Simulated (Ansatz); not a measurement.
Molecular dynamics, with input and output: TiAl (part 2 of 3)

TiAl (16 atoms in the cell); DFT PBEsol, scalar-relativistic, plane waves, PAW, no spin polarisation (Ansatz 0.2.0); cutoff 420 eV, 2×2×2 k-mesh, Fermi–Dirac smearing of 0.1551 eV. The structure derives from an entry of the Crystallography Open Database. It belongs to a series of runs on one base structure; here: dynamics (NVT, Nosé–Hoover thermostat) at 1800 K, volume × 1.06.

Geometry of the input (Å; fractional positions):
```
0.0000  5.7859  4.1387
5.7859  0.0000  -4.1387
-5.7859  0.0000  -4.1387
Ti 0.0000  0.2500  0.7500
Ti 0.5000  -0.0000  0.5000
Ti 0.0000  0.5000  0.5000
Ti 0.0000  0.0000  0.0000
Ti 0.5000  0.7500  0.7500
Ti 0.5000  0.2500  0.2500
Ti 0.0000  0.7500  0.2500
Ti 0.5000  0.5000  -0.0000
Al 0.2500  0.2500  0.5000
Al 0.7500  -0.0000  0.2500
Al 0.2500  0.5000  0.2500
Al 0.2500  0.0000  0.7500
Al 0.7500  0.7500  0.5000
Al 0.7500  0.2500  -0.0000
Al 0.2500  0.7500  0.0000
Al 0.7500  0.5000  0.7500
```

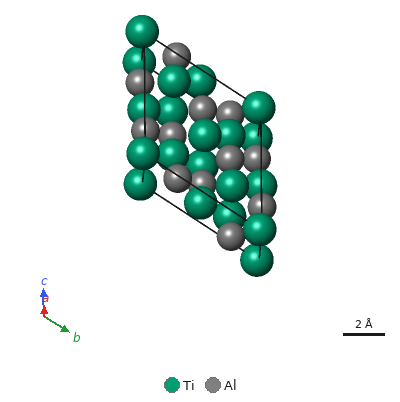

Fig. 1: The geometry at step 52 of the log (spheres-only view of the cell of the calculation, seen at an oblique angle).

### The program's output, continued
```
md step    38: t =    57.00 fs  T =   998.5 K  F+E_penalty+E_count = -23992.17583704 eV  E_kin = 1.936022 eV  conserved = -23990.42983240 eV  P_inst = -5.8395 GPa  (2 SCF iters)
SCF 40 converged in 3 iterations: F = -23992.167482 eV  dr2 = 7.22e-9
md step    39: t =    58.50 fs  T =  1003.3 K  F+E_penalty+E_count = -23992.16748221 eV  E_kin = 1.945350 eV  conserved = -23990.42969696 eV  P_inst = -5.8218 GPa  (3 SCF iters)
SCF 41 converged in 6 iterations: F = -23992.150689 eV  dr2 = 2.25e-8
md step    40: t =    60.00 fs  T =  1004.0 K  F+E_penalty+E_count = -23992.15068869 eV  E_kin = 1.946653 eV  conserved = -23990.42955732 eV  P_inst = -5.7917 GPa  (6 SCF iters)
SCF 42 converged in 3 iterations: F = -23992.127327 eV  dr2 = 5.67e-9
md step    41: t =    61.50 fs  T =  1001.5 K  F+E_penalty+E_count = -23992.12732736 eV  E_kin = 1.941718 eV  conserved = -23990.42941653 eV  P_inst = -5.7513 GPa  (3 SCF iters)
SCF 43 converged in 3 iterations: F = -23992.099313 eV  dr2 = 5.80e-9
md step    42: t =    63.00 fs  T =   996.6 K  F+E_penalty+E_count = -23992.09931265 eV  E_kin = 1.932387 eV  conserved = -23990.42928192 eV  P_inst = -5.7025 GPa  (3 SCF iters)
SCF 44 converged in 2 iterations: F = -23992.068530 eV  dr2 = 4.44e-8
md step    43: t =    64.50 fs  T =   990.5 K  F+E_penalty+E_count = -23992.06852970 eV  E_kin = 1.920492 eV  conserved = -23990.42915608 eV  P_inst = -5.6477 GPa  (2 SCF iters)
SCF 45 converged in 3 iterations: F = -23992.036771 eV  dr2 = 7.58e-9
md step    44: t =    66.00 fs  T =   984.0 K  F+E_penalty+E_count = -23992.03677055 eV  E_kin = 1.907788 eV  conserved = -23990.42904216 eV  P_inst = -5.5890 GPa  (3 SCF iters)
SCF 46 converged in 2 iterations: F = -23992.005681 eV  dr2 = 5.97e-8
md step    45: t =    67.50 fs  T =   977.8 K  F+E_penalty+E_count = -23992.00568060 eV  E_kin = 1.895897 eV  conserved = -23990.42894151 eV  P_inst = -5.5284 GPa  (2 SCF iters)
SCF 47 converged in 3 iterations: F = -23991.976715 eV  dr2 = 6.27e-9
md step    46: t =    69.00 fs  T =   972.9 K  F+E_penalty+E_count = -23991.97671512 eV  E_kin = 1.886269 eV  conserved = -23990.42885574 eV  P_inst = -5.4676 GPa  (3 SCF iters)
SCF 48 converged in 2 iterations: F = -23991.951107 eV  dr2 = 1.44e-8
md step    47: t =    70.50 fs  T =   969.7 K  F+E_penalty+E_count = -23991.95110714 eV  E_kin = 1.880142 eV  conserved = -23990.42878798 eV  P_inst = -5.4084 GPa  (2 SCF iters)
SCF 49 converged in 2 iterations: F = -23991.929844 eV  dr2 = 4.49e-8
md step    48: t =    72.00 fs  T =   968.9 K  F+E_penalty+E_count = -23991.92984354 eV  E_kin = 1.878521 eV  conserved = -23990.42873853 eV  P_inst = -5.3521 GPa  (2 SCF iters)
SCF 50 converged in 2 iterations: F = -23991.913650 eV  dr2 = 8.77e-8
md step    49: t =    73.50 fs  T =   970.7 K  F+E_penalty+E_count = -23991.91365041 eV  E_kin = 1.882160 eV  conserved = -23990.42870650 eV  P_inst = -5.2998 GPa  (2 SCF iters)
SCF 51 converged in 6 iterations: F = -23991.902986 eV  dr2 = 2.59e-8
md step    50: t =    75.00 fs  T =   975.6 K  F+E_penalty+E_count = -23991.90298613 eV  E_kin = 1.891554 eV  conserved = -23990.42869030 eV  P_inst = -5.2524 GPa  (6 SCF iters)
SCF 52 converged in 3 iterations: F = -23991.898041 eV  dr2 = 1.97e-8
md step    51: t =    76.50 fs  T =   983.5 K  F+E_penalty+E_count = -23991.89804126 eV  E_kin = 1.906926 eV  conserved = -23990.42869211 eV  P_inst = -5.2103 GPa  (3 SCF iters)
SCF 53 converged in 3 iterations: F = -23991.898746 eV  dr2 = 7.98e-9
md step    52: t =    78.00 fs  T =   994.5 K  F+E_penalty+E_count = -23991.89874571 eV  E_kin = 1.928246 eV  conserved = -23990.42871003 eV  P_inst = -5.1739 GPa  (3 SCF iters)
SCF 54 converged in 3 iterations: F = -23991.904782 eV  dr2 = 5.58e-9
md step    53: t =    79.50 fs  T =  1008.4 K  F+E_penalty+E_count = -23991.90478164 eV  E_kin = 1.955229 eV  conserved = -23990.42874163 eV  P_inst = -5.1433 GPa  (3 SCF iters)
SCF 55 converged in 2 iterations: F = -23991.915604 eV  dr2 = 4.21e-8
md step    54: t =    81.00 fs  T =  1025.0 K  F+E_penalty+E_count = -23991.91560440 eV  E_kin = 1.987358 eV  conserved = -23990.42878747 eV  P_inst = -5.1184 GPa  (2 SCF iters)
SCF 56 converged in 3 iterations: F = -23991.930470 eV  dr2 = 9.47e-9
md step    55: t =    82.50 fs  T =  1043.8 K  F+E_penalty+E_count = -23991.93047021 eV  E_kin = 2.023913 eV  conserved = -23990.42884095 eV  P_inst = -5.0986 GPa  (3 SCF iters)
SCF 57 converged in 2 iterations: F = -23991.948473 eV  dr2 = 3.70e-8
md step    56: t =    84.00 fs  T =  1064.5 K  F+E_penalty+E_count = -23991.94847261 eV  E_kin = 2.063994 eV  conserved = -23990.42889993 eV  P_inst = -5.0835 GPa  (2 SCF iters)
SCF 58 converged in 3 iterations: F = -23991.968586 eV  dr2 = 2.02e-8
md step    57: t =    85.50 fs  T =  1086.5 K  F+E_penalty+E_count = -23991.96858621 eV  E_kin = 2.106572 eV  conserved = -23990.42896217 eV  P_inst = -5.0726 GPa  (3 SCF iters)
SCF 59 converged in 2 iterations: F = -23991.989716 eV  dr2 = 1.52e-8
md step    58: t =    87.00 fs  T =  1109.2 K  F+E_penalty+E_count = -23991.98971649 eV  E_kin = 2.150534 eV  conserved = -23990.42902444 eV  P_inst = -5.0651 GPa  (2 SCF iters)
SCF 60 converged in 2 iterations: F = -23992.010756 eV  dr2 = 5.65e-8
md step    59: t =    88.50 fs  T =  1132.0 K  F+E_penalty+E_count = -23992.01075572 eV  E_kin = 2.194739 eV  conserved = -23990.42908471 eV  P_inst = -5.0602 GPa  (2 SCF iters)
SCF 61 converged in 6 iterations: F = -23992.030639 eV  dr2 = 1.32e-8
md step    60: t =    90.00 fs  T =  1154.3 K  F+E_penalty+E_count = -23992.03063895 eV  E_kin = 2.238079 eV  conserved = -23990.42913852 eV  P_inst = -5.0573 GPa  (6 SCF iters)
SCF 62 converged in 3 iterations: F = -23992.048398 eV  dr2 = 1.46e-8
md step    61: t =    91.50 fs  T =  1175.7 K  F+E_penalty+E_count = -23992.04839807 eV  E_kin = 2.279531 eV  conserved = -23990.42918069 eV  P_inst = -5.0557 GPa  (3 SCF iters)
iter 1 solved again at ethr=2.49e-5 eV; its pass at ethr=3.10e-3 eV (dr2=2.99e-2 eV) is discarded
SCF iter   1: F=—  HF=-23992.067047 eV  |F-HF|=—  |Δ(HF+E_count)|=         —  Δρ=2.13e-3  dr2=3.01e-2  ethr=2.49e-5  ⟨swp⟩=1.2  Hψ=1618  notcnv=0
preconditioner: auto → Kerker (q_TF=auto, 2.373 Å⁻¹)  [metal: Δε(μ)=0.091 eV  Ē_g=3.891 eV  σ=0.155 eV  W_gap=0.14  n_scr=54 (ndim 8)  ℏωp=16.7 eV  f_vac=0.000  D(μ)=15.41/eV (n_scr^D=140)]
SCF iter   2: F=—  HF=-23992.064518 eV  |F-HF|=—  |Δ(HF+E_count)|=   2.53e-3  Δρ=1.03e-3  dr2=7.58e-3  ethr=2.49e-5  ⟨swp⟩=1.0  Hψ=316  notcnv=0
SCF iter   3: F=—  HF=-23992.063362 eV  |F-HF|=—  |Δ(HF+E_count)|=   1.16e-3  Δρ=1.57e-4  dr2=1.82e-4  ethr=6.32e-6  ⟨swp⟩=2.0  Hψ=394  notcnv=0
SCF iter   4: F=—  HF=-23992.063313 eV  |F-HF|=—  |Δ(HF+E_count)|=   4.86e-5  Δρ=3.57e-5  dr2=5.11e-6  ethr=1.51e-7  ⟨swp⟩=2.0  Hψ=427  notcnv=0
SCF iter   5: F=—  HF=-23992.063209 eV  |F-HF|=—  |Δ(HF+E_count)|=   1.04e-4  Δρ=9.58e-6  dr2=3.42e-7  ethr=4.26e-9  ⟨swp⟩=2.0  Hψ=492  notcnv=0
SCF iter   6: F=-23992.063209 eV  HF=-23992.063209 eV  |F-HF|=7.18e-9  |Δ(HF+E_count)|=   7.94e-8  Δρ=2.10e-6  dr2=1.17e-8  ethr=8.33e-11  ⟨swp⟩=4.0  Hψ=922  notcnv=0
SCF 63 converged in 6 iterations: F = -23992.063209 eV  dr2 = 1.17e-8
md step    62: t =    93.00 fs  T =  1195.6 K  F+E_penalty+E_count = -23992.06320923 eV  E_kin = 2.318205 eV  conserved = -23990.42920873 eV  P_inst = -5.0547 GPa  (6 SCF iters)
```

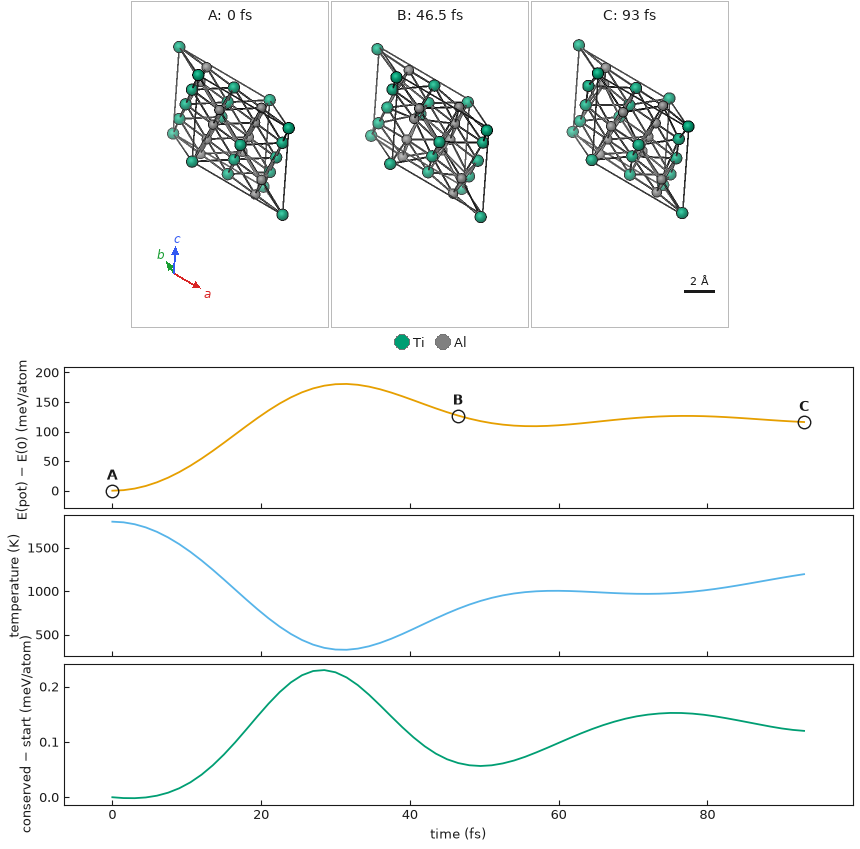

Fig. 2: Frames of the molecular dynamics (ball-and-stick, simulation cell, seen slightly off an axis) above the curves, on which the letters mark them. The trajectory kept here has 63 frames over 93 fs. The temperature starts at 1800 K, ranges from 325 to 1800 K and averages 1005 K over the second half. The potential energy ends 116.1 meV/atom above its first value. The conserved quantity stays within 0.23 meV/atom. With the common drift removed, the root-mean-square displacement is 0.20 Å, and Ti1 has moved furthest (0.37 Å).

```
SCF converged after 6 iterations
Free energy (F): -23992.063209 eV
Harris-Foulkes:  -23992.063209 eV  (|F-HF|=7.18e-9)
Internal energy: -23990.848725 eV  (E = F + TS)
E sigma→0 (E₀):  -23991.455967 eV
Entropy (-TS):   -1.214485 eV (-75.905 meV/atom)
Fermi energy:    10.036225 eV
--- Per-component energies (eV) ---
  E_band       = -1421.786441
  E_kinetic    = 2357.259680
  E_local      = -9034.952386  (includes V_loc(G=0)·N_el)
  E_nonlocal   = 164.785417
  E_hartree    = 3844.940372
  E_xc         = -1085.626867
  E_vxc        = -1201.055770  (∫ρ·V_xc dr)
  E_paw        = -11821.620391  (= ΣΔE_a)
  E_vpaw       = -1397.704577  (= ΣTr[D̂ρ^β])
  E_aug_tail   = 0.000899  (compensation charges beyond the density's cutoff)
  E_ewald      = -8416.903634
  E_core_change = 1.268187  (= ΣΔE_core)
  E_smearing   = -1.214485  (= −TS)
  E_closure    = -0.000000  (closes the sum)
  Σ components = -23992.063209   (vs F -23992.063209, Δ=0.00e0)
--- Forces (eV/Å), atoms counted from 1 ---
  atom   1  Ti     0.03740199     1.22378765     1.50541069
  atom   2  Ti    -0.84647655     0.85378676     0.31672736
  atom   3  Ti    -0.73946447    -0.02544636    -0.14973477
  atom   4  Ti     1.85711858    -0.24632803     0.10766721
  atom   5  Ti     0.71348042    -0.57053839    -1.35380238
  atom   6  Ti     1.28952293     1.23090514     0.97825261
  atom   7  Ti    -1.30198531    -0.41674271    -0.01022863
  atom   8  Ti     0.32359986    -0.82173177    -0.33497651
  atom   9  Al    -1.00176490     0.13713873    -1.51336970
  atom  10  Al    -0.11957030    -0.36625440    -0.11357525
  atom  11  Al     0.54428044    -0.18167318    -0.15495101
  atom  12  Al     0.00442164    -0.79738017    -1.00900054
  atom  13  Al     0.62541006     0.43169263     0.14178222
  atom  14  Al    -0.34108131    -0.78269557     0.69335929
  atom  15  Al    -0.41705630     0.48700682     0.65842311
  atom  16  Al    -0.62783099    -0.15553992     0.23801543
  max |Σ_I F_I| component: 1.28e-5 eV/Å
--- Stress (GPa, compression-positive) ---
       -5.964489      -0.201430       0.035397
       -0.201430      -6.347703       0.975117
        0.035397       0.975118      -5.711426
  P = ⅓ Tr σ = -6.0079 GPa (-60.079 kbar)
--- MD trajectory: 62 steps, t = 0.0 → 93.0 fs ---
  final state: T = 1195.6 K   F+E_penalty+E_count = -23992.06320923 eV   E_kin = 2.318205 eV
  conserved energy: peak-to-peak 3.706e-3 eV (2.317e-4 eV/atom) over 93.0 fs
```

### Trajectory as extended XYZ (Å, eV, eV/Å), 13 of the 63 frames kept, from step=0 to step=62
```
16
Lattice="0.0000 5.7859 4.1387 5.7859 0.0000 -4.1387 -5.7859 0.0000 -4.1387" Properties=species:S:1:pos:R:3:forces:R:3 step=0 time_fs=0.0 energy=-23993.92115 temperature=1800.0 pressure_GPa=-7.53
Ti   -2.8929    0.0000   -4.1387    0.0000   0.0000   0.0000
Ti   -2.8929    2.8929    0.0000    0.0000   0.0000   0.0000
Ti    0.0000    0.0000   -4.1387    0.0000   0.0000   0.0000
Ti    0.0000    0.0000    0.0000    0.0000   0.0000   0.0000
Ti    0.0000    2.8929   -4.1387    0.0000   0.0000   0.0000
Ti    0.0000    2.8929    0.0000    0.0000   0.0000   0.0000
Ti    2.8929    0.0000   -4.1387    0.0000   0.0000   0.0000
Ti    2.8929    2.8929    0.0000    0.0000   0.0000   0.0000
Al   -1.4465    1.4465   -2.0694    0.0000   0.0000   0.0000
Al   -1.4465    4.3394    2.0694    0.0000   0.0000   0.0000
Al    1.4465    1.4465   -2.0694    0.0000   0.0000   0.0000
Al   -4.3394    1.4465   -2.0694    0.0000   0.0000   0.0000
Al    1.4465    4.3394   -2.0694    0.0000   0.0000   0.0000
Al    1.4465    4.3394    2.0694    0.0000   0.0000   0.0000
Al    4.3394    1.4465   -2.0694    0.0000   0.0000   0.0000
Al   -1.4465    4.3394   -2.0694    0.0000   0.0000   0.0000
16
Lattice="0.0000 5.7859 4.1387 5.7859 0.0000 -4.1387 -5.7859 0.0000 -4.1387" Properties=species:S:1:pos:R:3:forces:R:3 step=5 time_fs=7.5 energy=-23993.56840 temperature=1618.3 pressure_GPa=-7.13
Ti   -2.9626    0.0323   -4.0868    0.5545  -0.4788  -0.6068
Ti   -2.9275    2.8946   -0.0468    0.2906  -0.1887   0.2790
Ti    0.0477    0.0343   -4.1107   -0.1278  -0.1988  -0.0551
Ti    0.0637   -0.0214    0.0362   -0.7263   0.1311  -0.3024
Ti    0.0706    2.9220   -4.1630   -0.5035  -0.2043   0.2795
Ti   -0.0085    2.8697   -0.0351   -0.1619   0.0765   0.0135
Ti    2.9268   -0.0143   -4.0859   -0.0589   0.0998  -0.2533
Ti    2.8437    2.8607   -0.0195    0.1956   0.5309   0.1679
Al   -1.5323    1.4651   -2.1988    0.5057  -0.0708   0.7672
Al   -1.4478    4.3379    2.0388    0.0033   0.0426   0.1403
Al    1.5161    1.4585   -2.0631   -0.4071  -0.0611  -0.1448
Al   -4.3568    1.3836   -2.1697   -0.0283   0.4790   0.8479
Al    1.4737    4.3991   -2.0517   -0.0980  -0.4208   0.0539
Al    1.4193    4.2736    2.1224    0.1629   0.3662  -0.5804
Al    4.3053    1.4898   -1.9935    0.2554  -0.2236  -0.4652
Al   -1.4730    4.3252   -2.0389    0.1437   0.1208  -0.1411
16
Lattice="0.0000 5.7859 4.1387 5.7859 0.0000 -4.1387 -5.7859 0.0000 -4.1387" Properties=species:S:1:pos:R:3:forces:R:3 step=10 time_fs=15.0 energy=-23992.62544 temperature=1134.4 pressure_GPa=-6.09
Ti   -3.0260    0.0590   -4.0420    1.1723  -1.0713  -1.4135
Ti   -2.9587    2.8942   -0.0904    0.6349  -0.3683   0.5874
Ti    0.0940    0.0664   -4.0832   -0.2169  -0.3695  -0.1108
Ti    0.1191   -0.0415    0.0690   -1.4819   0.1032  -0.6490
Ti    0.1355    2.9488   -4.1840   -1.0748  -0.4652   0.6412
Ti   -0.0187    2.8473   -0.0700   -0.2699   0.1368   0.0397
Ti    2.9600   -0.0274   -4.0359   -0.1226   0.1744  -0.4872
Ti    2.7966    2.8344   -0.0371    0.2870   1.0991   0.3168
Al   -1.6081    1.4824   -2.3129    0.9912  -0.0665   1.4318
Al   -1.4490    4.3371    2.0111    0.0176   0.0814   0.2475
Al    1.5775    1.4693   -2.0597   -0.7726  -0.1227  -0.2946
Al   -4.3749    1.3308   -2.2528   -0.1485   1.1755   1.8115
Al    1.4990    4.4502   -2.0328   -0.1816  -0.8583   0.1634
Al    1.3954    4.2152    2.1637    0.3236   0.7684  -1.2165
Al    4.2764    1.5287   -1.9267    0.5605  -0.4258  -0.8064
Al   -1.4967    4.3133   -2.0113    0.2816   0.2087  -0.2614
16
Lattice="0.0000 5.7859 4.1387 5.7859 0.0000 -4.1387 -5.7859 0.0000 -4.1387" Properties=species:S:1:pos:R:3:forces:R:3 step=16 time_fs=24.0 energy=-23991.39670 temperature=507.3 pressure_GPa=-4.83
Ti   -3.0842    0.0747   -4.0099    1.7410  -1.5973  -2.1985
Ti   -2.9864    2.8881   -0.1339    0.9924  -0.5186   0.8727
Ti    0.1463    0.0994   -4.0520   -0.3179  -0.5292  -0.2022
Ti    0.1630   -0.0643    0.0983   -2.1665   0.0128  -1.0049
Ti    0.1968    2.9737   -4.1993   -1.6894  -0.7316   1.0571
Ti   -0.0351    2.8223   -0.1113   -0.3203   0.1588   0.0893
Ti    2.9980   -0.0406   -3.9832   -0.1963   0.2511  -0.7215
Ti    2.7443    2.8196   -0.0534    0.3431   1.5721   0.4777
Al   -1.6722    1.5015   -2.4117    1.4483  -0.0546   1.9564
Al   -1.4500    4.3385    1.9843    0.0380   0.1096   0.3295
Al    1.6306    1.4789   -2.0635   -1.0882  -0.1772  -0.3933
Al   -4.4009    1.2995   -2.3036   -0.2592   1.8431   2.6157
Al    1.5244    4.4886   -2.0056   -0.2614  -1.1822   0.2469
Al    1.3754    4.1659    2.1804    0.4551   1.1677  -1.7650
Al    4.2570    1.5639   -1.8679    0.8629  -0.5930  -1.0040
Al   -1.5175    4.3047   -1.9851    0.4184   0.2685  -0.3558
```
